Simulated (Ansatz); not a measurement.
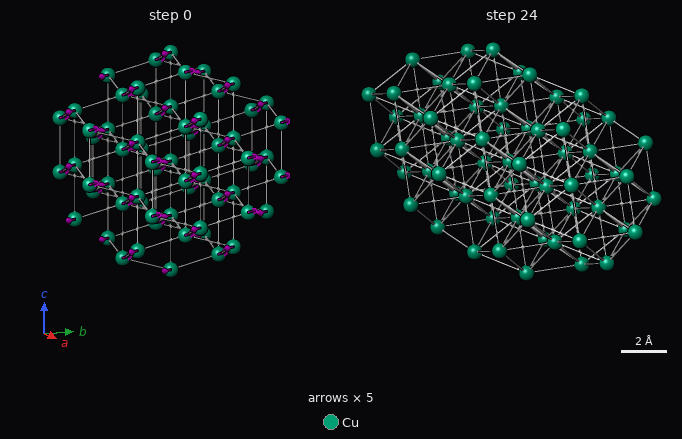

The structure of solid Cu (a generated structure, set up in I4_1/amd) before (left) and after (right) a relaxation, at one scale. The purple arrows give the displacements (the part carried along by the change of the cell is left out), magnified 5 times.

Style: ball-and-stick. Shown: the atoms within 5.8 Å of the atom that moves most (axes of the conventional cell (2 times the calculation's cell)), slightly off an axis. Lengths and directions refer to the drawn axes.

Phase: beta-Sn type.

Computed with DFT, r2SCAN, plane waves (500 eV) with PAW, scalar-relativistic (Ansatz 0.2.0). (plane-wave cutoff 500 eV; k-point mesh 14 × 14 × 10; occupations fermi dirac; smearing width 0.1 eV; no spin polarisation; cell and atoms relaxed; force threshold 0.01 eV/Å; at most 60 steps)

> Summarise the run.

After 21 accepted moves (24 points after the start) the energy has fallen by 352 meV per atom. The largest force component goes from 0.0012 to under 0.0001 eV/Å. The pressure goes from 2.07 to 0.00 GPa. The SCF was repeated 3 times at an unchanged geometry on a basis and grid sized afresh for the cell, which shifted the energy by 26.1 meV per atom at most. The largest moves relative to the cell, 0.18 Å, are those of Cu atoms. The drawn cell changes as follows: a = b 4.495 → 4.844 Å (+7.8 %), c 2.454 → 2.530 Å (+3.1 %), α 90.0° → 105.1°, β 90.0° → 105.1°, γ 90.0° → 53.8°; the volume changes by −7.6 %. Near-neighbour distances that change, for instance: Cu–Cu 3.407 → 2.531 Å, Cu–Cu 2.905 → 2.532 Å, Cu–Cu 2.330 → 2.529 Å, Cu–Cu 2.454 → 2.530 Å. New bonds form: Cu–Cu (3.41 → 2.53 Å). Bond angles that change, for instance: Cu–Cu–Cu 94.0° → 146.3°, Cu–Cu–Cu 94.0° → 60.1°, Cu–Cu–Cu 94.0° → 109.5°. The space group (tolerance 0.01 Å) goes from I4_1/amd (No. 141) to P6_3/mmc (No. 194). Cost: 18 min on 1 thread of Intel(R) Xeon(R) Platinum 8259CL CPU @ 2.50GHz (Skylake/Cascade Lake), on a shared host, peak memory 0.83 GiB.
